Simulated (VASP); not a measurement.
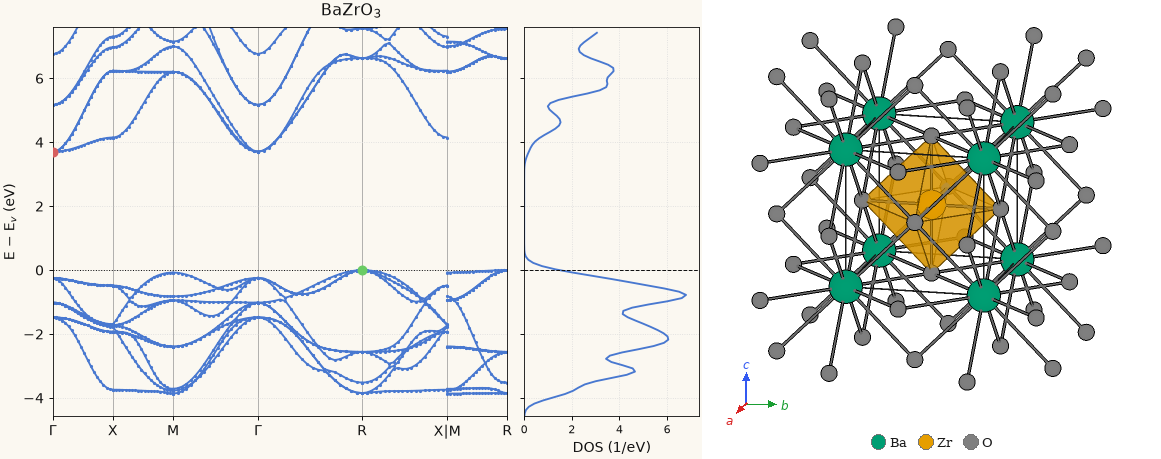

Band structure and density of states of cubic perovskite-type BaZrO₃, space group Pm-3m (No. 221), 5 atoms in the cell (cubic a = 4.189 Å), beside the structure. Method: r2SCAN, VASP PAW PBE potentials, release 64 (Ba_sv, Zr_sv, O), no spin polarisation, no spin-orbit coupling, 6×6×6 k mesh, 520 eV cutoff, Gaussian smearing of 0.02 eV (VASP 6.6.1). Energies are counted from the top of the valence band. The DOS curve is built from the levels of the k mesh with Gaussians 0.55 eV wide, which also blur the band edges; ripples of that width can come from the mesh.

The material is gapped. The gap along this path is 3.71 eV and indirect, from the valence-band top at R to the conduction-band bottom at Γ; the smallest direct gap is 3.95 eV, at Γ. At M the top valence band lies only 0.08 eV lower. Three bands meet at the valence-band top at R: it is triply degenerate (spin aside). The top valence band spans 0.9 eV and the lowest conduction band 3.0 eV. The direct gaps are 6.28 eV at M, 4.63 eV at X and 6.63 eV at R.

The PAW data sets were made with another functional. LDA, GGA and most meta-GGA functionals understate gaps. The cell was derived from a database entry in an earlier step, so it needn't be the measured one.
